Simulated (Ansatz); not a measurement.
# How the gap and the level of V_N in AlN (P6_3mc) follow the exchange fraction

Aim: the (+1/0) level of V_N in AlN (P6_3mc) as a function of the share of exact exchange, with the cost of each choice. The model is a cell of 128 host atoms with 1 N taken out; the atoms are relaxed once and then held.

Main program and level: Ansatz 0.2.0; plane-wave PAW DFT; relaxations with PBEsol, then single points with PBEsol and PBE0 form with several shares of exact exchange, on supercells at fixed charge in a uniform background.

**1. Starting point**

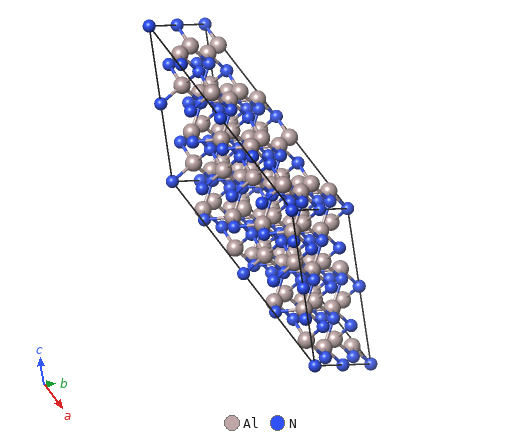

The starting structure, seen slightly off an axis (aluminium light grey, nitrogen blue). Bonds to atoms that aren't drawn are left out. Some periodic images of atoms are drawn too.

The cell holds 127 atoms: 64 Al and 63 N. Cell: a = 14.686 Å, b = 14.686 Å, c = 11.753 Å, α = 125.1°, β = 125.1°, γ = 94.5°. It derives from AlN (space group P6_3mc). Nearest the centre at fractional (0.554, 0.637, 0.750): Al102 at 1.89 Å, Al55 at 1.89 Å, Al117 at 1.89 Å, Al51 at 1.90 Å, N112 at 3.07 Å, N124 at 3.07 Å, N109 at 3.07 Å, N32 at 3.07 Å. The cell carries charge +1.

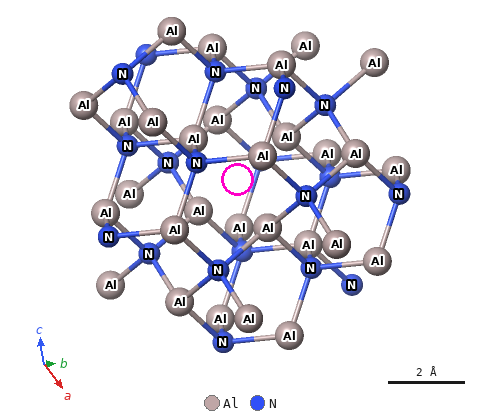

The atoms within 5 Å of the centre. A ring marks the centre wherever it is empty.

Known beforehand: the electronic dielectric constant, (4.50, 4.50, 4.73), and the static one, (8.20, 8.20, 9.74), computed on the host (DFPT, PBEsol).

The cell's shortest repeat is 11.8 Å.

**2. Relaxing both charge states, PBEsol**

The study needs fixed structures, so each charge is relaxed once, at one point at (¼, ¼, ¼), from small random displacements that break the symmetry of the site.

The input, qp1.relax/input.yaml:

```yaml
crystal:
  lattice:
    - [-4.67041106, 2.69646303, 4.9836768]
    - [4.67041106, -2.69646303, 4.9836768]
    - [1.55680365, 2.69646308, -4.9836768]
  atoms:
    - { symbol: Al, position: [0.416184, 0.08285, 0.0] }
    - { symbol: Al, position: [0.416184, 0.58285, 0.5] }
    - { symbol: Al, position: [0.916184, 0.08285, 0.5] }
    - { symbol: Al, position: [0.916184, 0.58285, 0.0] }
    - { symbol: Al, position: [0.33285, 0.166184, 0.5] }
    - { symbol: Al, position: [0.33285, 0.666184, 0.0] }
    - { symbol: Al, position: [0.83285, 0.166184, 0.0] }
    - { symbol: Al, position: [0.83285, 0.666184, 0.5] }
    - { symbol: "N", position: [0.10715, 0.273816, 0.5] }
    - { symbol: "N", position: [0.10715, 0.773816, 0.0] }
    - { symbol: "N", position: [0.60715, 0.273816, 0.0] }
    - { symbol: "N", position: [0.60715, 0.773816, 0.5] }
    - { symbol: "N", position: [0.023816, 0.35715, 0.0] }
    - { symbol: "N", position: [0.023816, 0.85715, 0.5] }
    - { symbol: "N", position: [0.523816, 0.35715, 0.5] }
    - { symbol: "N", position: [0.523816, 0.85715, 0.0] }
  supercell: [2, 2, 2]
  defects: [{ vacancy: 120 }]
total_charge: 1
basis:
  ecutwfc: 420
  xc_grid: 2
hamiltonian:
  xc: pbesol
  pseudopotentials: { kind: paw, azcp: { folder: soft_1 }, xc_functional: pbe }
kpoints:
  mp_grid: { grid: [1, 1, 1], shift: [0.25, 0.25, 0.25] }
scf:
  occupations: { method: fixed }
  max_iter: 80
output:
  forces: true
  charged_corrections:
    epsilon: [4.5, 4.5, 4.73]
    static_epsilon: [8.2, 8.2, 9.74]
    defect_position: [0.553575, 0.636908, 0.75]
relax:
  f_tol: 0.015
  max_steps: 60
  random_displacement: { amplitude: 0.04, seed: 1923 }
checkpoint:
  write: "../qp1.relax.run"
  compress: false
  write_wavefunctions: true
  write_every: 100000
```

Run with:

```
$ ansatz run input.yaml --threads 32 --pin off --max-ram 84787MiB --backend cuda --events-out ev --progress --plain --runs-dir out --max-vram 78GiB
```

Numbers of over 12 decimals in the logs are rounded to 6 here.

What it wrote:

```text
[... repeated set-up lines and file paths are left out, and long positions are rounded to six places ...]
Engine: ansatz 0.2.0, aarch64-unknown-linux-gnu
Pseudopotentials: kind: paw
Pseudopotential: Al, paw, valence charge 3, recommended cutoff 420 eV (normal), soft_1/Al.paw.azcp
Pseudopotential: N, paw, valence charge 5, recommended cutoff 420 eV (normal), soft_1/N.paw.azcp
Functional definition: PBEsol
  exchange = pbesol_x
  correlation = pbesol_c
[...]
Crystal: 127 atoms, lattice volume = 1338.931 Å³
Basis set: ecut = 420 eV, 26161 PW (Γ), exchange–correlation on 200×200×160 points (8 copies of the dense FFT grid, shifted against one another)
Bands: 380, of which v1, the nominal top of the filled ones, is band 253 counted from 1 (252 counted from 0)
Symmetry: 1 space group operations
k-points: 1
Non-local potential: Al, projectors of the file, l = 0: 2, l = 1: 2, l = 2: 1
Non-local potential: N, projectors of the file, l = 0: 2, l = 1: 2, l = 2: 1
PAW form: soft (Blöchl's): semilocal exchange-correlation on the pseudo side does not see the compensation charge
PAW frozen core: Al, regenerated for the run's functional, and the local potential with it (the file was generated under x = pbe(κ = 0.804, μ = 0.219515), c = pbe(β = 0.066725))
PAW frozen core: N, regenerated for the run's functional, and the local potential with it (the file was generated under x = pbe(κ = 0.804, μ = 0.219515), c = pbe(β = 0.066725))
PAW one-centre angular grid: Al, 110 points (default); XC on 64 Gauss nodes
PAW one-centre angular grid: N, 110 points (default); XC on 64 Gauss nodes
Initial density: superposition of atomic densities (chi_scale 0.1, normalization cell, long waves kept (reshape's long-wave potential 0.20 eV rms))
Initial wavefunctions: pseudopotential atomic-orbital guess
[...]
Functional: x = pbesol(κ = 0.804, μ = 0.123457), c = pbesol(β = 0.046)
SCF iter   1: F=—  HF=-57694.300349 eV  |Δ(HF+E_count)|=         —  Δρ=1.32e-1  dr2=2.88e2  Hψ=1186
preconditioner: auto → Resta (q_TF=auto, 2.320 Å⁻¹)  ε∞=3.6  [insulator: Δε(μ)=3.813 eV  Ē_g=14.131 eV  n_scr=288 (ndim 8)  ℏωp=22.8 eV  f_vac=0.000  ε∞_Penn≈3.6]
SCF iter   2: F=—  HF=-57610.029319 eV  |Δ(HF+E_count)|=    8.43e1  Δρ=4.52e-2  dr2=1.51e1  Hψ=827
[...]
SCF iter   9: F=-57605.537168 eV  HF=-57605.537168 eV  |Δ(HF+E_count)|=   2.35e-7  Δρ=4.56e-6  dr2=2.48e-7  Hψ=890
SCF 1 converged in 9 iterations: F = -57605.537168 eV  dr2 = 2.48e-7
[...]
relax step   1: F+E_penalty+E_count = -57605.53716794 eV  Δ(F+E_penalty+E_count) = +0.000e0 eV  max|allowed force component| = 1.755e0 eV/Å  Δτ_max = 0.0000 Å  (9 SCF iters, dr2 threshold 5.63e-6 eV, accepted)
[...]
relax step   2: F+E_penalty+E_count = -57607.23470973 eV  Δ(F+E_penalty+E_count) = -1.698e0 eV  max|allowed force component| = 9.107e-1 eV/Å  Δτ_max = 0.0842 Å  (6 SCF iters, dr2 threshold 1.00e-4 eV, accepted)
[...]
relax step   4: F+E_penalty+E_count = -57607.93932502 eV  Δ(F+E_penalty+E_count) = -2.979e-3 eV  max|allowed force component| = 1.965e-2 eV/Å  Δτ_max = 0.0096 Å  (5 SCF iters, dr2 threshold 6.30e-7 eV, accepted)
[...]
relax step   5: F+E_penalty+E_count = -57607.93948903 eV  Δ(F+E_penalty+E_count) = -1.640e-4 eV  max|allowed force component| = 5.420e-3 eV/Å  Δτ_max = 0.0033 Å  (5 SCF iters, accepted)
[...]
NSCF: frozen V_eff on 1 k-points
[...]
SCF converged after 5 iterations
Free energy (F): -57607.939489 eV
Harris-Foulkes:  -57607.939489 eV  (|F-HF|=8.67e-9)
Internal energy: -57607.939489 eV  (E = F + TS)
E sigma→0 (E₀):  -57607.939489 eV
Fermi energy:    7.272223 eV
--- Per-component energies (eV) ---
  E_band       = 876.264018
  E_kinetic    = 9830.297319
  E_local      = -13474.335658  (includes V_loc(G=0)·N_el)
  E_nonlocal   = 2833.241116
  E_hartree    = 4966.113713
  E_xc         = -6199.357396
  E_vxc        = -6724.103072  (∫ρ·V_xc dr)
  E_paw        = -37018.013242  (= ΣΔE_a)
  E_vpaw       = -1521.114447  (= ΣTr[D̂ρ^β])
  E_aug_tail   = 0.052810  (compensation charges beyond the density's cutoff)
  E_ewald      = -18548.933276
  E_core_change = 2.995125  (= ΣΔE_core)
  E_smearing   = -0.000000  (= −TS)
  E_closure    = 0.000000  (closes the sum)
  E_deformation_potential = 17.062512  (in the stress; not in F)
  Σ components = -57607.939489   (vs F -57607.939489, Δ=0.00e0)
--- Forces (eV/Å), atoms counted from 1 ---
  atom   1  Al     0.00253721     0.00213044     0.00070797
  atom   2  Al     0.00095006    -0.00035327    -0.00122335
  [... 4 atoms left out ...]
  [... 121 more lines of this table ...]
  max |Σ_I F_I| component: 6.60e-5 eV/Å
--- Charged-cell corrections in eV (Makov–Payne, q = +1.000 e, ε = [8.200, 8.200, 9.740]) ---
  F (periodic)     = -57607.939489  (uncorrected; the corrections below are reported, never added to it)
  E_corr1          = +0.216357  (monopole, q²α_M/2ε̄L, of the cell on which ε is isotropic)
  F Makov-Payne    = -57607.723132  (F + E_corr1; no measured alignment; for a localised charge, not one spread in a band: unchecked)
  no potential alignment in this run, which stands beside a crystal: run the host's input off ansatz write-host-input, and read the two finished runs by ansatz place-levels (neither reads a slab, a wire or a sheet, whose cell leaves a vacuum)
--- Band table (eV) ---
  k-point 0: bands = ["-7.9041", "-7.8779", "-7.5408", "-7.5061", "-7.4655", "-7.4276", "-7.1181", "-7.0920", "-6.8948", "-6.8906", [... rest cut ...]
--- Relaxed structure (5 steps of the walk, 5 accepted, 0 SCFs on fresh bases) ---
  F+E_penalty+E_count = -57607.93948903 eV   max|allowed force component| = 5.420e-3 eV/Å
  atoms:
    - { symbol: Al, position: [0.208068, 0.041312, -0.000364] }
    - { symbol: Al, position: [0.207586, 0.290393, 0.248690] }
    [... 4 atoms left out ...]
  [... 121 more lines of this table ...]
```

Wall time 4.9 s (1 × NVIDIA GB200 with 32 threads of Arm Neoverse V2, shared host); peak memory 1.7 GiB.

Step by step:

| step | energy less that of the first step (eV) | largest force component (eV/Å) |
| --- | --- | --- |
| 1 | 0.0000 | 1.7553 |
| 2 | -1.6975 | 0.9107 |
| 3 | -2.3992 | 0.1004 |
| 4 | -2.4022 | 0.0197 |
| 5 | -2.4023 | 0.0054 |

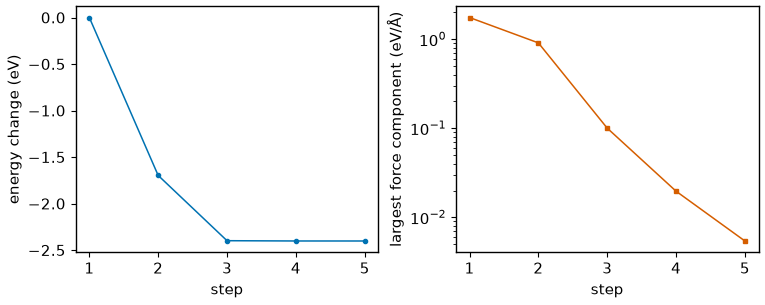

Energy and largest force along the relaxation.

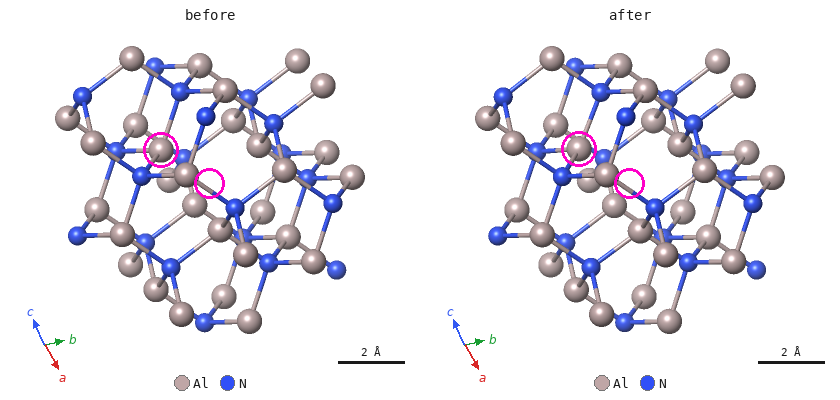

Before and after: the atoms that start within 5 Å of the centre. Al51, which moves most, is ringed if it is among them. A ring with no atom in it marks the empty centre.

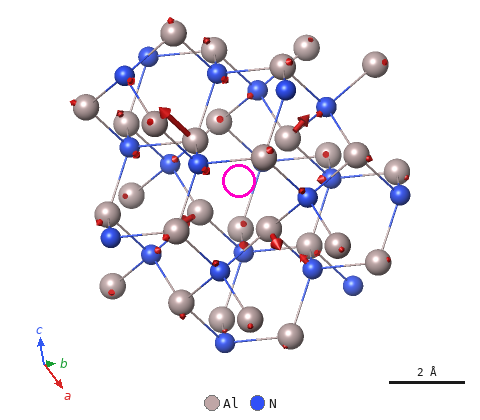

Displacements in the relaxation from the typed sites near the centre, exaggerated, the mean shift taken out; the longest in the cell stands for 0.08 Å. A ring marks the centre wherever it is empty.

The atoms that moved most (Å, from the sites as typed, ahead of the random displacement, the mean shift of all atoms taken out):

| atom | dx | dy | dz | length |
| --- | --- | --- | --- | --- |
| Al51 | 0.001 | 0.000 | -0.084 | 0.084 |
| Al117 | -0.037 | 0.021 | 0.005 | 0.043 |
| Al55 | 0.001 | -0.041 | 0.008 | 0.042 |
| Al102 | 0.036 | 0.020 | 0.008 | 0.042 |
| N126 | 0.009 | -0.005 | -0.017 | 0.020 |
| N112 | -0.010 | -0.005 | -0.013 | 0.017 |
| N94 | 0.000 | 0.001 | 0.017 | 0.017 |
| N124 | 0.000 | 0.011 | -0.013 | 0.017 |

Neighbours of the ideal centre at the end:

| atom | distance (Å) |
| --- | --- |
| Al117 | 1.933 |
| Al55 | 1.934 |
| Al102 | 1.935 |
| Al51 | 1.986 |
| N126 | 3.053 |
| N124 | 3.057 |
| N94 | 3.057 |
| N112 | 3.057 |
| N32 | 3.060 |
| N109 | 3.061 |
| Al114 | 3.093 |
| N90 | 3.102 |
| N107 | 3.103 |
| N12 | 3.103 |
| N108 | 3.105 |
| N59 | 3.105 |

| charge | moment set (μB) | steps | largest displacement (Å) | time |
| --- | --- | --- | --- | --- |
| 0 | 1 | 12 | 0.11 | 16 s |
| +1 | 0 | 5 | 0.08 | 4.9 s |

The relaxation ends 19 meV an atom lower than the displaced start, with a largest force component of 0.0054 eV/Å.

**3. First setting: 0 (PBEsol)**

Exact exchange opens the gap of the host. A level of a localised state need not follow either band edge, so its distance to each edge changes. The single points sample the zone centre alone.

The input, qp1.a0/input.yaml:

```yaml
crystal:
  checkpoint: "../qp1.relax.run"
  host: checkpoint
total_charge: 1
basis:
  ecutwfc: 420
  xc_grid: 2
hamiltonian:
  xc: pbesol
  pseudopotentials: { kind: paw, azcp: { folder: soft_1 }, xc_functional: pbe }
kpoints:
  mp_grid: { grid: [1, 1, 1] }
scf:
  occupations: { method: fixed }
  max_iter: 80
output:
  forces: true
  charged_corrections:
    epsilon: [4.5, 4.5, 4.73]
    static_epsilon: [8.2, 8.2, 9.74]
    defect_position: [0.553575, 0.636908, 0.75]
  eigenvalues: true
  eigenstates: { localisation: true }
checkpoint:
  read: "../qp1.relax.run"
  write: "../qp1.a0.run"
  compress: false
  write_wavefunctions: false
  write_every: 100000
```

What it wrote:

```text
[...]
crystal.checkpoint: the structure is that of <dir>, a `relax` run, at its step 5: its result, under pbesol at a charge of 1 e; 127 atoms read, 0 with a starting moment; crystal.structure_sha256 for this input is
[...]
device memory: the entry about to start is reckoned to put 4.3 GiB on a device that reports 182.5 GiB free (of which the cap on the GPU budget leaves the run 78.0 GiB)
GPU FFT provider: cuFFT
GPU libraries: cuBLAS 13.8.1, cuFFT 12.4.0, cuSOLVER 12.3.2
GPU matrix products: emulated (plane waves: as basis.precision tells), large ones in fixed point in workspaces of 1.00 GiB
Crystal: 127 atoms, lattice volume = 1338.931 Å³
Basis set: ecut = 420 eV, 26161 PW (Γ), exchange–correlation on 200×200×160 points (8 copies of the dense FFT grid, shifted against one another)
Bands: 380, of which v1, the nominal top of the filled ones, is band 253 counted from 1 (252 counted from 0)
Symmetry: 1 space group operations
[...]
k-points: 1
[...]
GPU buffer pool allocated for 800000 grid points (all kernels)
GPU transforms: local potential and band sums: pruned to the plane-wave sphere, on 100×100×80
[...]
iter 1 solved again at ethr=5.20e-6 eV; its pass at ethr=3.10e-3 eV (dr2=2.63e-2 eV) is discarded
[...]
SCF iter   7: F=-57606.791940 eV  HF=-57606.791940 eV  |Δ(HF+E_count)|=   1.10e-8  Δρ=1.57e-6  dr2=3.46e-8  Hψ=2609
SCF 1 converged in 7 iterations: F = -57606.791940 eV  dr2 = 3.46e-8
[...]
SCF converged after 7 iterations
Free energy (F): -57606.791940 eV
[...]
Internal energy: -57606.791940 eV  (E = F + TS)
E sigma→0 (E₀):  -57606.791940 eV
Fermi energy:    7.106031 eV
[...]
--- Forces (eV/Å), atoms counted from 1 ---
  atom   1  Al    -0.01642968     0.01012341    -0.01586669
  atom   2  Al    -0.01367904     0.00995534    -0.01786196
  [... 4 atoms left out ...]
  [... 121 more lines of this table ...]
  max |Σ_I F_I| component: 1.58e-5 eV/Å
[...]
F Makov-Payne    = n/a  (the rows are of the electrons' constant alone; ansatz place-levels tells what screens the charge)
[...]
--- Band table (eV) ---
[...]
```

Run time: 1.6 s. Hardware: 1 × NVIDIA GB200 with 32 threads; peak memory 1.4 GiB; 8 s of CPU time.

Both charges and the host at this setting go to place-levels, which corrects for the image charge and aligns the potentials.

The input, levels.a0.yaml:

```yaml
host:
  run: host.a0.run
states: [q0_M1.a0.run, qp1.a0.run]
geometry_from:
  q0_M1.a0.run: q0_M1.relax.run
  qp1.a0.run: qp1.relax.run
  host.a0.run: host.relax.run
chemical_potentials:
  "N":
    energy: -378.476431
    dataset: "<sha256 of the dataset>"
```

Run with:

```
$ ansatz place-levels levels.a0.yaml -- --threads 32 --pin off --max-ram 84787MiB --backend cuda --max-vram 78GiB
```

What it wrote:

```text
(+1/0) 3.369 eV above the valence edge, 0.722 eV under the conduction edge
formation energy of charge +1: +2.466 eV with the Fermi level at the valence edge
formation energy of charge 0: +5.835 eV with the Fermi level at the valence edge
  edges by pbesol, gap 4.091 eV; the host is sampled to repeats of 11.75 Å
  the defect's cells are sampled to repeats of 11.75 Å, like sampling
  charge +1: -57606.6444 eV with its correction of +0.148 eV, at epsilon [8.2, 8.2, 9.74], aligned at sites: -0.0689 eV, mean over 48 atomic sites at or beyond 5.88 Å from the defect at [0.5536, 0.6369, 0.7500], with +0.001010 for the charge's moments and [...]
  charge 0: +0.000 eV for its dipole among its images, +0.000 omitted
  of states[1] (qp1.a0.run): how wide its charge is, is not read beside other atoms or cores, and a band state would take no correction. [...]
  of states[0] (q0_M1.a0.run): its only k-point is the zone centre, where a defect's energies can be off by tenths of an eV or more: see "From the zone centre to a mesh" in the quickstart
```

It took 0.16 s on 32 threads.

At this setting the gap is 4.091 eV and (+1/0) lies 3.369 eV above the valence top.

**4. The other settings**

From the second setting on only the share changes; the first is PBEsol, whose semilocal part differs from that of the hybrids. The next input; the others follow the same pattern (0.2, 0.25, 0.3 and 0.4):

qp1.a10/input.yaml, as its differences from qp1.a0/input.yaml of step 3:

```diff
@@ -8,4 +8,4 @@
 hamiltonian:
-  xc: pbesol
-  pseudopotentials: { kind: paw, azcp: { folder: soft_1 }, xc_functional: pbe }
+  xc: { preset: pbe0, exx: 0.1 }
+  pseudopotentials: { kind: paw, azcp: { folder: soft_1 } }
 kpoints:
@@ -25,3 +25,3 @@
   read: "../qp1.relax.run"
-  write: "../qp1.a0.run"
+  write: "../qp1.a10.run"
   compress: false
```

**5. Result against cost**

Times of the states on 1 × NVIDIA GB200 with 32 threads of Arm Neoverse V2, shared host; the host is run again at each setting:

| share of exact exchange | gap (eV) | (+1/0) above the valence top (eV) | under the conduction bottom (eV) | time, both charge states | time, host and placing | peak memory of a state (GiB) |
| --- | --- | --- | --- | --- | --- | --- |
| 0 (PBEsol) | 4.091 | 3.369 | 0.722 | 6.3 s | 2 s | 1.7 |
| 0.1 | 5.012 | 3.857 | 1.154 | 33 s | 90 s | 2.2 |
| 0.2 | 5.866 | 4.392 | 1.473 | 43 s | 2 min | 2.3 |
| 0.25 | 6.298 | 4.662 | 1.636 | 39 s | 92 s | 2.3 |
| 0.3 | 6.733 | 4.933 | 1.800 | 36 s | 1.7 min | 2.3 |
| 0.4 | 7.613 | 5.479 | 2.134 | 39 s | 2.1 min | 2.8 |

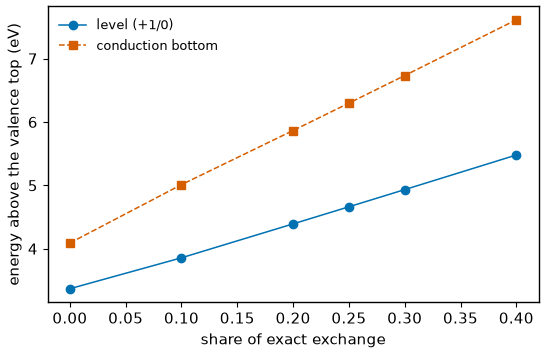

The level against the share of exact exchange.

**6. Results**

| Item | Value |
| --- | --- |
| (plus 1/0) level, 0 (PBEsol) | 3.37 eV |
| (plus 1/0) level, 0.1 | 3.86 eV |
| (plus 1/0) level, 0.2 | 4.39 eV |
| (plus 1/0) level, 0.25 | 4.66 eV |
| (plus 1/0) level, 0.3 | 4.93 eV |
| (plus 1/0) level, 0.4 | 5.48 eV |
| slope of the gap among the hybrids | 0.87 eV per 0.1 of exact exchange |

In words: From a share of 0 (PBEsol) to 0.4 the gap opens from 4.09 to 7.61 eV and (+1/0) moves from 3.37 to 5.48 eV above the valence top. Among the hybrids, by fitted slopes, the level takes 62 % of the gap's opening, between the two edges, as a localised state does. The atoms were held at the semilocal structure, so a distortion that exact exchange would bring is missing. The program warns that hybrid band edges depend on the exchange mesh, which was not varied here; the gaps and slopes may carry that error. Only the charges 0 and +1 were run, each from one start, so (+1/0) need not be a change between stable states. Limits: sampling at the zone centre alone can move energies of charged and open-shell states by tenths of an eV or more in cells of this size; the structures are those of PBEsol; force components of up to 0.38 eV/Å remain in a run at the final settings.

[Logs are printed without paths, hosts, clocks, repeated set-up lines and the standing remarks that a program may print on its own settings, such as how far it seeks lower states.]

[Hosts, paths, dates, database ids (printed as entryN), source tags and the programs' standing remarks are cut or masked in the printed files.]

[Where a table of states has a column of steps, it counts the stored structures, which are thinned; the runs took as many ionic steps or more.]

[For some hosts the program warned that the k-mesh of the response run may be too coarse for force constants and the static dielectric constant; such warnings are not shown here.]
